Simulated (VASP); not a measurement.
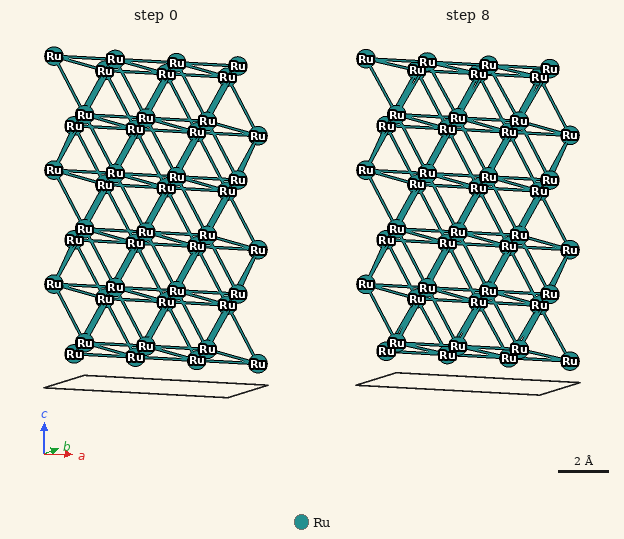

The structure of a slab of composition Ru before (left) and after (right) a relaxation, at one scale.

Style: ball-and-stick. Shown: the 3 × 1 repeat of the cell, outlined in the plane, without the vacuum, slightly off an axis.

The run lets the atoms move in a fixed cell.

All numbers below come from Kohn-Sham DFT of a periodic cell, LDA, VASP PAW LDA potentials, recommended in VASP.

The input:
```
SYSTEM = Ru
ALGO = Normal
DIPOL = 0.5 0.5 0.500
EDIFF = 1E-6
EDIFFG = -0.02
ENCUT = 520
IBRION = 2
IDIPOL = 3
ISIF = 2
ISMEAR = 1
LASPH = .True.
LCHARG = .False.
LDIPOL = .True.
LREAL = .False.
LUSENCCL = .False.
LWAVE = .False.
NELM = 80
NSW = 80
PREC = Accurate
SIGMA = 0.1
```

Run as
```bash
cat potpaw_LDA.64/Ru_pv/POTCAR > POTCAR
mpirun -np 1 vasp_std > vasp.out
```

### Describe what moved and what it gained.

The largest moves relative to the layer's centre, 0.11 Å, are those of Ru atoms. The cell doesn't change. Among the contacts that change: Ru–Ru 2.675 → 2.576 Å, Ru–Ru 2.621 → 2.591 Å, Ru–Ru 2.675 → 2.685 Å, Ru–Ru 2.621 → 2.630 Å. After 8 geometry steps the energy has fallen by 0.118 eV per cell of the calculation. Largest force component: 1 eV/Å at the start, 0.012 eV/Å at the end.
